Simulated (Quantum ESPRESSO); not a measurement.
**GaN (F-43m): modes at Γ and the response to a field**

Aim: the zone-centre modes of GaN (F-43m).

Program: Quantum ESPRESSO 7.5. Level of theory: DFT LDA, scalar-relativistic, plane waves, PseudoDojo norm-conserving pseudopotentials. Results are calculated unless marked as measured.

## 1. The structure

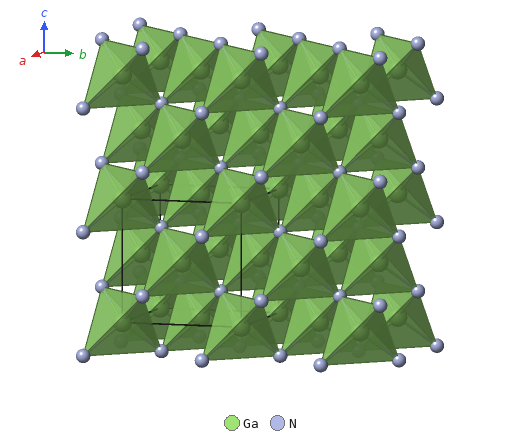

Start, viewed slightly off an axis; gallium green, nitrogen light blue. 1×2×2 cells are drawn. This picture shows the conventional cell, with its axes. Some periodic images of atoms are drawn too.

## 2. A probe with smearing

Before anything dear is run, a loose run with smearing shows whether this is a metal and how far the cell is from rest.

probe.in reads:

```
 &control
    calculation='scf',
    prefix='x',
    outdir='./tmp',
    pseudo_dir='./pseudo',
    tprnfor=.true.,
    tstress=.true.,
    verbosity='high',
 /
 &system
    ibrav=0,
    nat=2,
    ntyp=2,
    ecutwfc=92.0,
    occupations='smearing',
    smearing='gaussian',
    degauss=0.01,
 /
 &electrons
    conv_thr=1.0d-07,
    mixing_beta=0.7,
    electron_maxstep=100,
 /
ATOMIC_SPECIES
 Ga     69.7230  Ga.upf
 N      14.0070  N.upf
CELL_PARAMETERS angstrom
    -2.253500610    0.000000000    2.253500610
     0.000000000    2.253500610    2.253500610
    -2.253500610    2.253500610    0.000000000
ATOMIC_POSITIONS crystal
 Ga     0.000000000   0.000000000   0.000000000
 N      0.750000000   0.750000000   0.750000000
K_POINTS automatic
 8 8 8 0 0 0
```

On the command line:

```bash
$ OMP_NUM_THREADS=1 mpirun -n 4 pw.x -nk 4 -in probe.in > probe.out
```

Log:

```text
[banners, grids, parts of the stress and lines that vanish by symmetry left out]
Program PWSCF v.7.5
     Message from routine setup:
     using ibrav=0 with symmetry is DISCOURAGED, use correct ibrav instead
[...]
kinetic-energy cutoff     =      92.0000  Ry
     charge density cutoff     =     368.0000  Ry
     scf convergence threshold =      1.0E-07
[...]
Exchange-correlation= SLA  PW   NOGX NOGC
                           (   1   4   0   0   0   0   0)
[...]
24 Sym. Ops. (no inversion) found
[...]
(     0          1          0      )
                  (     0          0          1      )
[...]
(  0.0000000  1.0000000  0.0000000 )
                  ( -0.0000000 -0.0000000  1.0000000 )
[...]
(     1          0         -1      )
                  (     0          0         -1      )
[...]
(  0.0000000  1.0000000  0.0000000 )
[...]
(    -1          0          1      )
                  (    -1          0          0      )
[...]
( -0.0000000 -0.0000000  1.0000000 )
                  (  0.0000000 -1.0000000 -0.0000000 )
[...]
number of k points=    29  Gaussian smearing, width (Ry)=  0.0100
[...]
End of self-consistent calculation
[...]
the Fermi energy is    11.2209 ev
!    total energy              =    -173.54814849 Ry
[...]
convergence has been achieved in   7 iterations
[...]
atom    1 type  1   force =    -0.00000000    0.00000000   -0.00000000
     atom    2 type  2   force =     0.00000000   -0.00000000    0.00000000
[...]
Total force =     0.000000     Total SCF correction =     0.000000
[...]
total   stress  (Ry/bohr**3)                   (kbar)     P=      -69.49
[...]
XML data file, charge density, pseudopotentials, collected wavefunctions

   JOB DONE.
```

Elapsed: 3.9 s, on 4 MPI ranks of Intel Xeon Platinum 8375C at 2.90GHz (Ice Lake), shared host; 15 s of CPU time.

Numbers from this step:

* volume per atom: 11.44 Å³
* pressure: -6.949 GPa
* gap on the k-mesh: 1.769 eV

A gap of 1.8 eV opens on this mesh, so the crystal is taken as an insulator; the start stands at -6.9 GPa.

## 3. Relaxation

The relaxation runs at a cutoff a fifth above that of the response, since stress converges more slowly with the basis than frequencies do. Forces and stress are brought to rest with tight thresholds.

relax.in reads:

```
 &control
    calculation='vc-relax',
    prefix='x',
    outdir='./tmp',
    pseudo_dir='./pseudo',
    tprnfor=.true.,
    tstress=.true.,
    forc_conv_thr=2.0d-05,
    etot_conv_thr=1.0d-07,
    nstep=40,
 /
 &system
    ibrav=0,
    nat=2,
    ntyp=2,
    ecutwfc=110,
    occupations='fixed',
    nbnd=11,
 /
 &electrons
    conv_thr=1.0d-11,
    mixing_beta=0.7,
    electron_maxstep=100,
 /
 &ions
 /
 &cell
    press_conv_thr=0.2,
 /
ATOMIC_SPECIES
 Ga     69.7230  Ga.upf
 N      14.0070  N.upf
CELL_PARAMETERS angstrom
    -2.253500610    0.000000000    2.253500610
     0.000000000    2.253500610    2.253500610
    -2.253500610    2.253500610    0.000000000
ATOMIC_POSITIONS crystal
 Ga     0.000000000   0.000000000   0.000000000
 N      0.750000000   0.750000000   0.750000000
K_POINTS automatic
 10 10 10 0 0 0
```

On the command line:

```bash
$ OMP_NUM_THREADS=1 mpirun -n 4 pw.x -nk 4 -in relax.in > relax.out
```

Log:

```text
[banners, grids, parts of the stress and lines that vanish by symmetry left out]
[banner, memory and clock lines left out]
Program PWSCF v.7.5

[...]
kinetic-energy cutoff     =     110.0000  Ry
     charge density cutoff     =     440.0000  Ry
     scf convergence threshold =      1.0E-11
[...]
energy convergence thresh.=      1.0E-07
     force convergence thresh. =      2.0E-05
     press convergence thresh. =      2.0E-01
     Exchange-correlation= SLA  PW   NOGX NOGC
                           (   1   4   0   0   0   0   0)
[...]
24 Sym. Ops. (no inversion) found
[...]
number of k points=    47
[...]
End of self-consistent calculation
[...]
highest occupied, lowest unoccupied level (ev):    10.2215   11.9913
!    total energy              =    -173.54822490 Ry
[...]
convergence has been achieved in  14 iterations
[...]
atom    1 type  1   force =    -0.00000000   -0.00000000    0.00000000
     atom    2 type  2   force =     0.00000000    0.00000000   -0.00000000
     Total force =     0.000000     Total SCF correction =     0.000000
[...]
total   stress  (Ry/bohr**3)                   (kbar)     P=      -67.92
[...]
number of bfgs steps    =   0
[...]
CELL_PARAMETERS (angstrom)
[...]
ATOMIC_POSITIONS (crystal)
Ga               0.0000000000        0.0000000000       -0.0000000000
N                0.7500000000        0.7500000000        0.7500000000
[...]
New effective cutoffs (rho, wfc):  450.07  112.58
[...]
End of self-consistent calculation
[...]
highest occupied, lowest unoccupied level (ev):    10.7929   12.7936
!    total energy              =    -173.54953547 Ry
[...]
convergence has been achieved in   8 iterations
[...]
atom    1 type  1   force =    -0.00000000   -0.00000000    0.00000000
     atom    2 type  2   force =     0.00000000    0.00000000   -0.00000000
     Total force =     0.000000     Total SCF correction =     0.000000
[...]
total   stress  (Ry/bohr**3)                   (kbar)     P=       -2.93
[...]
number of bfgs steps    =   1
[...]
CELL_PARAMETERS (angstrom)
[...]
ATOMIC_POSITIONS (crystal)
Ga               0.0000000000        0.0000000000       -0.0000000000
N                0.7500000000        0.7500000000        0.7500000000
[...]
New effective cutoffs (rho, wfc):  450.54  112.70
[...]
End of self-consistent calculation
[...]
highest occupied, lowest unoccupied level (ev):    10.8187   12.8296
!    total energy              =    -173.54953761 Ry
[...]
convergence has been achieved in   8 iterations
[...]
atom    1 type  1   force =     0.00000000   -0.00000000    0.00000000
     atom    2 type  2   force =    -0.00000000    0.00000000   -0.00000000
     Total force =     0.000000     Total SCF correction =     0.000000
[...]
total   stress  (Ry/bohr**3)                   (kbar)     P=        0.19
[...]
number of bfgs steps    =   2
[...]
small trust_radius: resetting bfgs history
[...]
CELL_PARAMETERS (angstrom)
[...]
ATOMIC_POSITIONS (crystal)
Ga               0.0000000000        0.0000000000       -0.0000000000
N                0.7500000000        0.7500000000        0.7500000000
[...]
New effective cutoffs (rho, wfc):  450.51  112.69
[...]
End of self-consistent calculation
[...]
highest occupied, lowest unoccupied level (ev):    10.8171   12.8274
!    total energy              =    -173.54953762 Ry
[...]
convergence has been achieved in   6 iterations
[...]
atom    1 type  1   force =     0.00000000   -0.00000000    0.00000000
     atom    2 type  2   force =    -0.00000000    0.00000000   -0.00000000
     Total force =     0.000000     Total SCF correction =     0.000000
[...]
total   stress  (Ry/bohr**3)                   (kbar)     P=       -0.01
[...]
bfgs converged in   4 scf cycles and   3 bfgs steps
[...]
End of BFGS Geometry Optimization
     Final enthalpy           =    -173.5495376207 Ry
     File ./tmp/x.bfgs deleted, as requested
[...]
CELL_PARAMETERS (angstrom)
[...]
ATOMIC_POSITIONS (crystal)
Ga               0.0000000000        0.0000000000       -0.0000000000
N                0.7500000000        0.7500000000        0.7500000000
[...]
Final scf calculation at the relaxed structure.
[...]
kinetic-energy cutoff     =     110.0000  Ry
     charge density cutoff     =     440.0000  Ry
     scf convergence threshold =      1.0E-13
[...]
press convergence thresh. =      2.0E-01
     Exchange-correlation= SLA  PW   NOGX NOGC
                           (   1   4   0   0   0   0   0)
[...]
24 Sym. Ops. (no inversion) found
[...]
number of k points=    47
[...]
End of self-consistent calculation
[...]
highest occupied, lowest unoccupied level (ev):    10.8171   12.8274
!    total energy              =    -173.54952714 Ry
[...]
convergence has been achieved in  16 iterations
[...]
atom    1 type  1   force =    -0.00000000   -0.00000000   -0.00000000
     atom    2 type  2   force =    -0.00000000   -0.00000000    0.00000000
     Total force =     0.000000     Total SCF correction =     0.000000
[...]
total   stress  (Ry/bohr**3)                   (kbar)     P=        0.04
[...]
XML data file, charge density, pseudopotentials, collected wavefunctions
```

The job ended after 35 s (4 MPI ranks; 2.3 min of CPU time).

Step by step:

```csv
step,energy less that of the first step (eV),largest force (eV/Å),pressure (GPa),volume (Å³)
1,0.0000,0.0000,-6.79,22.89
2,-0.0178,0.0000,-0.29,22.10
3,-0.0179,0.0000,0.02,22.07
4,-0.0179,0.0000,0.00,22.07
5,-0.0177,0.0000,0.00,22.07
```

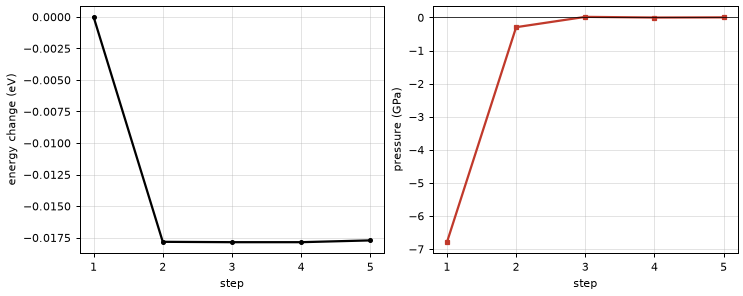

Energy and pressure along the relaxation.

```csv
"conventional cell, symmetrised",before,after,change
a (Å),4.507,4.453,-1.2 %
b (Å),4.507,4.453,-1.2 %
c (Å),4.507,4.453,-1.2 %
volume (Å³/atom),11.44,11.04,-3.6 %
```

The relaxed structure:

```
Ga N
1.0
    -2.22641    0.00000    2.22641
     0.00000    2.22641    2.22641
    -2.22641    2.22641    0.00000
Ga N
1 1
Cartesian
  0.0000 0.0000 0.0000
  -3.3396 3.3396 3.3396
```

The last row of the table of steps is pw.x's closing run on a basis chosen anew for the final cell, so its energy can jump.

Read from the output:

```yaml
volume_per_atom: 11.04 Å³
pressure: 0.004 GPa
gap_on_the_k_mesh: 2.010 eV
```

The volume changes by -3.6 % from the cell with which this run began.

## 4. Ground state

Perturbation theory inherits every error of the wavefunctions, so the threshold is set near the limit of the arithmetic. With a gap, occupations are fixed, which also allows the response to an electric field.

scf.in reads:

```
 &control
    calculation='scf',
    prefix='x',
    outdir='./tmp',
    pseudo_dir='./pseudo',
    tprnfor=.true.,
    tstress=.true.,
 /
 &system
    ibrav=0,
    nat=2,
    ntyp=2,
    ecutwfc=92.0,
    occupations='fixed',
    nbnd=11,
 /
 &electrons
    conv_thr=1.0d-12,
    mixing_beta=0.7,
    electron_maxstep=100,
 /
ATOMIC_SPECIES
 Ga     69.7230  Ga.upf
 N      14.0070  N.upf
CELL_PARAMETERS angstrom
    -2.226412628    0.000000000    2.226412628
     0.000000000    2.226412628    2.226412628
    -2.226412628    2.226412628    0.000000000
ATOMIC_POSITIONS crystal
 Ga     0.000000000   0.000000000   0.000000000
 N      0.750000000   0.750000000   0.750000000
K_POINTS automatic
 12 12 12 0 0 0
```

On the command line:

```bash
$ OMP_NUM_THREADS=1 mpirun -n 4 pw.x -nk 4 -in scf.in > scf.out
```

Log:

```text
[banners, grids, parts of the stress and lines that vanish by symmetry left out]
[banner, memory and clock lines left out]
Program PWSCF v.7.5

[...]
kinetic-energy cutoff     =      92.0000  Ry
     charge density cutoff     =     368.0000  Ry
     scf convergence threshold =      1.0E-12
[...]
Exchange-correlation= SLA  PW   NOGX NOGC
                           (   1   4   0   0   0   0   0)
[...]
24 Sym. Ops. (no inversion) found
[...]
number of k points=    72
[...]
End of self-consistent calculation
[...]
highest occupied, lowest unoccupied level (ev):    10.8171   12.8274
!    total energy              =    -173.54948303 Ry
[...]
convergence has been achieved in  19 iterations
[...]
atom    1 type  1   force =     0.00000000   -0.00000000    0.00000000
     atom    2 type  2   force =    -0.00000000    0.00000000   -0.00000000
     Total force =     0.000000     Total SCF correction =     0.000000
[...]
total   stress  (Ry/bohr**3)                   (kbar)     P=        0.31
[...]
XML data file, charge density, pseudopotentials, collected wavefunctions
```

Wall time 14 s (4 MPI ranks); 56 s of CPU time.

Read from the output:

| Property | Result |
| --- | --- |
| pressure | 0.031 GPa |

The cell stands at 0.031 GPa, close enough for phonons.

(Continued in part 2 of 4.)

[Host names and launcher messages were left out of these logs when they were recorded.]

[Logs are printed without paths, hosts, clocks, repeated set-up lines and the standing remarks that a program may print on its own settings, such as how far it seeks lower states.]

[Hosts, paths, dates, database ids (printed as entryN), source tags and the programs' standing remarks are cut or masked in the printed files.]
